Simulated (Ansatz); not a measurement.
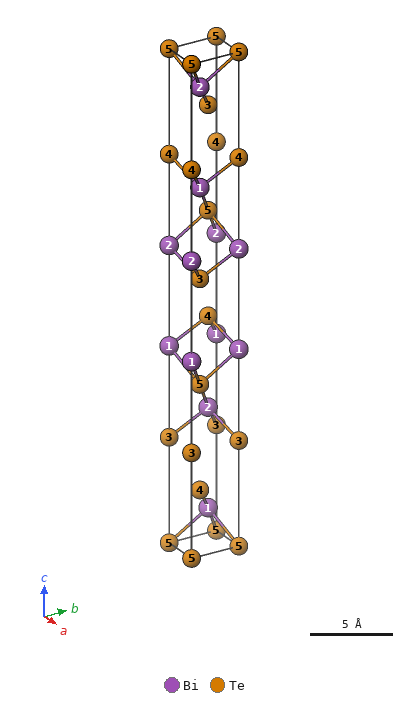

*The input geometry (ball-and-stick view of the cell 3 times as large as that of the calculation, set on its symmetry axes, seen slightly off an axis; atoms are numbered from 1 in the order of the input).*

Near neighbours in the crystal (not all of them lie inside the picture): Bi has 6 Te at 3.06 to 3.25 Å; Te has 3 Bi at 3.06 Å; Te has 6 Bi at 3.25 Å.

**Single-point calculation of Bi₂Te₃ (part 1 of 2)**

Bi₂Te₃ (5 atoms in the cell), computed with DFT, PBE with spin-orbit coupling, plane waves, PAW (Ansatz 0.2.0).

The structure was built on a prototype by a generator. The geometry comes from this level: r2scan-rvv10. Figures and captions count atoms from 1; the log counts them from 0 in places.

**Log**
```
basis.fft_grid_basis auto: the FFT boxes are laid along the combinations [[1, -1, 0], [0, 1, 0], [0, -1, 1]] of the cell's own vectors, 4.391, 10.757 and 4.391 Å long. The dense box has 30×72×30 points. Along the cell's own vectors, as sized, it would have 72×72×72, 5.76 times as many. Of the 12 symmetry operations that the crystal satisfies within crystal.symmetry.tolerance (time reversal apart; of a slab, those that keep its plane) the dense box along the cell's own vectors carries 12, and the one as laid loses 8 of those. basis.fft_grid_basis: typed keeps the cell's own vectors: state it where this run's energies or levels are differenced outside the engine with another run's, or held beside a run that keeps those vectors. Those combinations have planes normal to reciprocal vector 3, as the cell's own vectors have. Each planar average written beside output.write_density, output.write_potential has a row for each plane of the box: 30. The volumetric files lie along those combinations, not along the cell's own vectors: a cube or XSF file states them, and fields.json those of NumPy files.
scf.n_extra_bands = 10 over 78 filled bands (N_el = 78.0): the run solves 88 bands
Engine: ansatz 0.2.0, aarch64-unknown-linux-gnu
Pseudopotentials: kind: paw_fr
Pseudopotential: Bi, paw_fr, valence charge 15, recommended cutoff 420 eV (normal), Bi.paw.azcp#standard-fr
Pseudopotential: Te, paw_fr, valence charge 16, recommended cutoff 420 eV (normal), Te.paw.azcp#standard-fr
Functional definition: PBE
  parameter kappa = 0.804
  parameter beta = 0.06672455060314922
  exchange = pbe_x(kappa = kappa, mu = beta*pi^2/3)
  correlation = pbe_c(beta = beta)
non-collinear run that drives no moment, with spin-orbit: no starting moment large enough to seed its density (crystal.atoms[].spin), no starting occupations that ask for one, no magnetisation constraint and no magnetic field, so the semilocal B_xc is pinned to zero
Crystal: 5 atoms, lattice volume = 174.586 Å³
Basis set: ecut = 420 eV, 3473 PW (Γ), FFT grids on a1−a2, a2, −a2+a3, exchange–correlation on 60×144×60 points (8 copies of the dense FFT grid, shifted against one another)
Bands: 88, of which v1, the nominal top of the filled ones, is band 78 counted from 1 (77 counted from 0)
Symmetry: 12 space group operations + 12 with time reversal
Magnetic group: BNS 166.98 (UNI 1328), of the structure as read, at distance tolerance 5.6e-5 Å
k-points: 65 of 512
Projection manifold: j_resolved (fully-relativistic pseudo-atomic orbitals)
Non-local potential: Bi, projectors of the file, l = 0: 2, l = 1: 4, l = 2: 4, l = 3: 4
Non-local potential: Te, projectors of the file, l = 0: 2, l = 1: 4, l = 2: 4, l = 3: 4
PAW form: soft (Blöchl's): semilocal exchange-correlation on the pseudo side does not see the compensation charge
PAW one-centre angular grid: Bi, 590 points (default); XC on 96 Gauss nodes
PAW one-centre angular grid: Te, 590 points (default); XC on 64 Gauss nodes
Initial density: superposition of atomic densities (chi_scale 0.1, normalization cell, long waves kept (reshape's long-wave potential 0.07 eV rms))
Initial wavefunctions: pseudopotential atomic-orbital guess
Functional: x = pbe(κ = 0.804, μ = 0.2195149727645171), c = pbe(β = 0.06672455060314922)
SCF iter   1: F=—  HF=-45825.776774 eV  |F-HF|=—  |Δ(HF+E_count)|=         —  Δρ=1.39e-2  dr2=5.79e-1  dr2_m=0.00e0 (ungated)  ethr=3.10e-3  |M|=0.00e0 ∫|m|=0.00e0 μB  |m|>n=0.0e0 m-floor=0.0e0 τ_xc=0.0e0  β_m=0.30  ⟨swp⟩=7.8  Hψ=13508  notcnv=0
preconditioner: auto → Resta (q_TF=auto, 2.385 Å⁻¹)  ε∞=4.9  [insulator: Δε(μ)=0.157 eV  Ē_g=7.532 eV  σ=0.020 eV  W_gap=0.96  n_scr=42 (ndim 8)  ℏωp=14.9 eV  f_vac=0.014  D(μ)=0.04/eV (n_scr^D=0)  ε∞_Penn≈4.9]
spin=Noncollinear: Resta preconditioning applied to the charge; magnetization (m_x, m_y, m_z) channels mix plain (no charge-response kernel on spin).
SCF iter   2: F=—  HF=-45825.721828 eV  |F-HF|=—  |Δ(HF+E_count)|=   5.49e-2  Δρ=1.02e-2  dr2=2.45e-1  dr2_m=0.00e0 (ungated)  ethr=7.42e-4  |M|=0.00e0 ∫|m|=0.00e0 μB  |m|>n=0.0e0 m-floor=0.0e0 τ_xc=0.0e0  β_m=0.60  ⟨swp⟩=2.0  Hψ=3582  notcnv=0  defer=216
SCF iter   3: F=—  HF=-45825.698865 eV  |F-HF|=—  |Δ(HF+E_count)|=   2.30e-2  Δρ=2.75e-3  dr2=3.30e-2  dr2_m=0.00e0 (ungated)  ethr=3.14e-4  |M|=0.00e0 ∫|m|=0.00e0 μB  |m|>n=0.0e0 m-floor=0.0e0 τ_xc=0.0e0  β_m=0.62  ⟨swp⟩=3.0  Hψ=3783  notcnv=0  defer=218
SCF iter   4: F=—  HF=-45825.699069 eV  |F-HF|=—  |Δ(HF+E_count)|=   2.04e-4  Δρ=1.04e-3  dr2=2.51e-3  dr2_m=0.00e0 (ungated)  ethr=4.23e-5  |M|=0.00e0 ∫|m|=0.00e0 μB  |m|>n=0.0e0 m-floor=0.0e0 τ_xc=0.0e0  β_m=0.74  ⟨swp⟩=3.0  Hψ=3502  notcnv=0  defer=218
SCF iter   5: F=—  HF=-45825.700040 eV  |F-HF|=—  |Δ(HF+E_count)|=   9.71e-4  Δρ=2.83e-4  dr2=2.04e-4  dr2_m=0.00e0 (ungated)  ethr=3.22e-6  |M|=0.00e0 ∫|m|=0.00e0 μB  |m|>n=0.0e0 m-floor=0.0e0 τ_xc=0.0e0  β_m=0.78  ⟨swp⟩=2.0  Hψ=3614  notcnv=0  defer=218
SCF iter   6: F=—  HF=-45825.700204 eV  |F-HF|=—  |Δ(HF+E_count)|=   1.64e-4  Δρ=1.01e-4  dr2=2.87e-5  dr2_m=0.00e0 (ungated)  ethr=2.62e-7  |M|=0.00e0 ∫|m|=0.00e0 μB  |m|>n=0.0e0 m-floor=0.0e0 τ_xc=0.0e0  β_m=0.89  ⟨swp⟩=2.1  Hψ=4065  notcnv=0  defer=218
SCF iter   7: F=—  HF=-45825.700262 eV  |F-HF|=—  |Δ(HF+E_count)|=   5.80e-5  Δρ=2.64e-5  dr2=1.73e-6  dr2_m=0.00e0 (ungated)  ethr=3.67e-8  |M|=0.00e0 ∫|m|=0.00e0 μB  |m|>n=0.0e0 m-floor=0.0e0 τ_xc=0.0e0  β_m=0.94  ⟨swp⟩=2.0  Hψ=4042  notcnv=0  defer=218
SCF iter   8: F=-45825.700265 eV  HF=-45825.700265 eV  |F-HF|=1.63e-7  |Δ(HF+E_count)|=   3.46e-6  Δρ=5.82e-6  dr2=7.09e-8  dr2_m=0.00e0 (ungated)  ethr=1.28e-10  |M|=0.00e0 ∫|m|=0.00e0 μB  |m|>n=0.0e0 m-floor=0.0e0 τ_xc=0.0e0  ⟨swp⟩=15.8  Hψ=26438  notcnv=0
SCF 1 converged in 8 iterations: F = -45825.700265 eV  dr2 = 7.09e-8
  greatest PAW one-centre occupation: 0.997 electrons in one spin orbital (limit 2), on the Te atom at site 3 (counted from 0), in its partial waves of l = 2
```

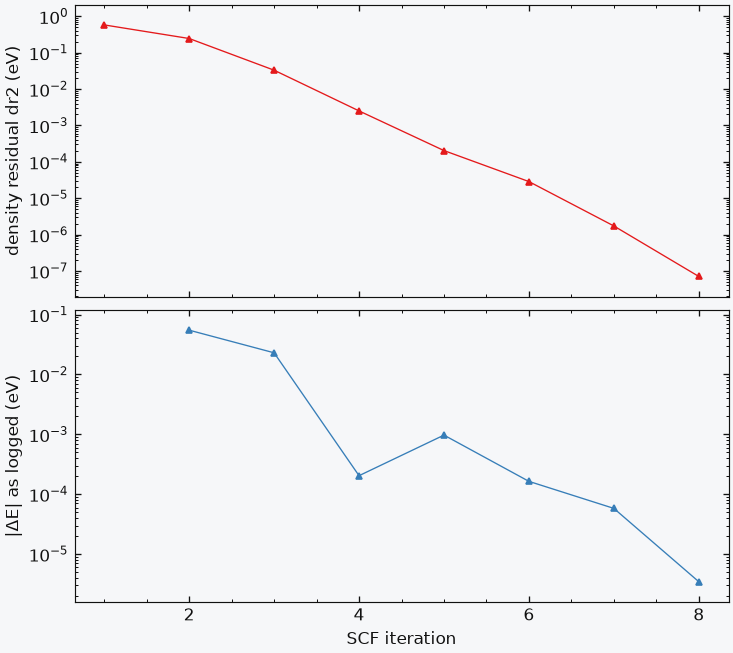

*Convergence of the self-consistent field: density residual dr2 and size of the energy change against the SCF iteration.*

The residual falls at every step.

```
NSCF: frozen V_eff on 8 k-points
SCF converged after 8 iterations
Magnetization: |M| = 0.0000 μB,  M = (+0.0000, +0.0000, +0.0000) μB
Absolute magnetization: 0.0000 μB (∫|m|)
  site 0: m = (+0.0000, +0.0000, +0.0000) μB, |m| = 0.0000 μB  (R = 1.26 Å)
  site 1: m = (+0.0000, +0.0000, +0.0000) μB, |m| = 0.0000 μB  (R = 1.26 Å)
  site 2: m = (+0.0000, +0.0000, +0.0000) μB, |m| = 0.0000 μB  (R = 1.26 Å)
  site 3: m = (+0.0000, +0.0000, +0.0000) μB, |m| = 0.0000 μB  (R = 1.26 Å)
  site 4: m = (+0.0000, +0.0000, +0.0000) μB, |m| = 0.0000 μB  (R = 1.34 Å)
Free energy (F): -45825.700265 eV
Harris-Foulkes:  -45825.700265 eV  (|F-HF|=1.63e-7)
Internal energy: -45825.700028 eV  (E = F + TS)
E sigma→0 (E₀):  -45825.700146 eV
Entropy (-TS):   -0.000238 eV (-0.048 meV/atom)
Fermi energy:    8.698556 eV
--- Per-component energies (eV) ---
  E_band       = -1018.390030
  E_kinetic    = 1148.084487
  E_local      = -7157.756874  (includes V_loc(G=0)·N_el)
  E_nonlocal   = 194.493355
  E_hartree    = 3556.739016
  E_xc         = -677.717979
  E_vxc        = -602.766753  (∫ρ·V_xc dr)
  E_paw        = -35406.599707  (= ΣΔE_a)
  E_vpaw       = -1713.917229  (= ΣTr[D̂ρ^β])
  E_aug_tail   = -0.001311  (compensation charges beyond the density's cutoff)
  E_ewald      = -7482.941014
  E_smearing   = -0.000238  (= −TS)
  E_closure    = 0.000000  (closes the sum)
  Σ components = -45825.700265   (vs F -45825.700265, Δ=0.00e0)
--- Forces (eV/Å), atoms counted from 1 ---
  atom   1  Bi     0.00000000    -0.00000000    -0.11201167
  atom   2  Bi    -0.00000000     0.00000000     0.11201167
  atom   3  Te     0.00000000    -0.00000000    -0.32477096
  atom   4  Te    -0.00000000     0.00000000     0.32477096
  atom   5  Te    -0.00000000     0.00000000     0.00000000
  max |Σ_I F_I| component: 5.55e-17 eV/Å
--- Stress (GPa, compression-positive) ---
        2.090230       0.000000      -0.000000
        0.000000       2.090230      -0.000000
       -0.000000      -0.000000       1.867994
  P = ⅓ Tr σ = 2.0162 GPa (20.162 kbar)
--- Band table (eV; the first three rows and the last of 65) ---
  k-point 0: bands = ["-28.7080", "-28.7080", "-28.7068", "-28.7068", "-28.7065", "-28.7065", "-28.7060", "-28.7060", "-28.4853", "-28.4853", "-28.4555", "-28.4555", "-27.2440", "-27.2440", "-27.2438", "-27.2438", "-27.2423", "-27.2423", "-27.2417", "-27.2417", "-27.2408", "-27.2408", "-27.2401", "-27.2401", "-27.0228", "-27.0228", "-27.0110", "-27.0110", "-26.9841", "-26.9841", "-15.8037", "-15.8037", "-15.8033", "-15.8033", "-15.7970", "-15.7970", "-15.7966", "-15.7966", "-12.8253", "-12.8253", "-12.8238", "-12.8238", "-12.8139", "-12.8139", "-12.8137", "-12.8137", "-12.8102", "-12.8102", "-12.8085", "-12.8085", "-4.3366", "-4.3366", "-3.7219", "-3.7219", "-2.3938", "-2.3938", "-0.0662", "-0.0662", "0.6332", "0.6332", "6.0193", "6.0193", "6.1691", "6.1691", "7.0341", "7.0341", "7.2218", "7.2218", "7.5689", "7.5689", "7.5987", "7.5987", "7.6082", "7.6082", "8.2250", "8.2250", "8.3665", "8.3665", "8.8039", "8.8039", "9.5956", "9.5956", "9.8152", "9.8152", "10.2130", "10.2130", "11.2773", "11.2773"]
  k-point 1: bands = ["-28.7080", "-28.7080", "-28.7068", "-28.7068", "-28.7064", "-28.7064", "-28.7060", "-28.7060", "-28.4852", "-28.4852", "-28.4555", "-28.4555", "-27.2439", "-27.2439", "-27.2438", "-27.2438", "-27.2423", "-27.2423", "-27.2417", "-27.2417", "-27.2407", "-27.2407", "-27.2400", "-27.2400", "-27.0227", "-27.0227", "-27.0110", "-27.0110", "-26.9840", "-26.9840", "-15.8033", "-15.8033", "-15.8030", "-15.8030", "-15.7972", "-15.7972", "-15.7966", "-15.7966", "-12.8247", "-12.8247", "-12.8231", "-12.8231", "-12.8147", "-12.8147", "-12.8145", "-12.8145", "-12.8095", "-12.8095", "-12.8080", "-12.8080", "-4.2008", "-4.2008", "-3.6019", "-3.6019", "-2.3048", "-2.3048", "-0.1583", "-0.1583", "0.4832", "0.4832", "5.5967", "5.5967", "5.6917", "5.6917", "6.4747", "6.4747", "6.8865", "6.8865", "7.0227", "7.0227", "7.5173", "7.5173", "7.9729", "7.9729", "8.0079", "8.0079", "8.1868", "8.1868", "9.3137", "9.3137", "9.5594", "9.5594", "10.5128", "10.5128", "10.8422", "10.8422", "11.2741", "11.2741"]
  k-point 2: bands = ["-28.7079", "-28.7079", "-28.7070", "-28.7070", "-28.7062", "-28.7062", "-28.7059", "-28.7059", "-28.4852", "-28.4852", "-28.4553", "-28.4553", "-27.2439", "-27.2439", "-27.2436", "-27.2436", "-27.2422", "-27.2422", "-27.2418", "-27.2418", "-27.2404", "-27.2404", "-27.2398", "-27.2398", "-27.0226", "-27.0226", "-27.0111", "-27.0111", "-26.9838", "-26.9838", "-15.8025", "-15.8025", "-15.8022", "-15.8022", "-15.7973", "-15.7973", "-15.7967", "-15.7967", "-12.8244", "-12.8244", "-12.8228", "-12.8228", "-12.8158", "-12.8158", "-12.8154", "-12.8154", "-12.8076", "-12.8076", "-12.8062", "-12.8062", "-3.8020", "-3.8020", "-3.2633", "-3.2633", "-2.0716", "-2.0716", "-0.5220", "-0.5220", "0.0622", "0.0622", "4.7793", "4.7793", "5.1962", "5.1962", "5.4772", "5.4772", "6.3116", "6.3116", "6.4065", "6.4065", "7.0927", "7.0927", "7.6199", "7.6199", "7.9906", "7.9906", "8.2816", "8.2816", "9.3717", "9.3717", "10.1567", "10.1567", "10.6863", "10.6863", "11.0277", "11.0277", "11.9438", "11.9438"]
```
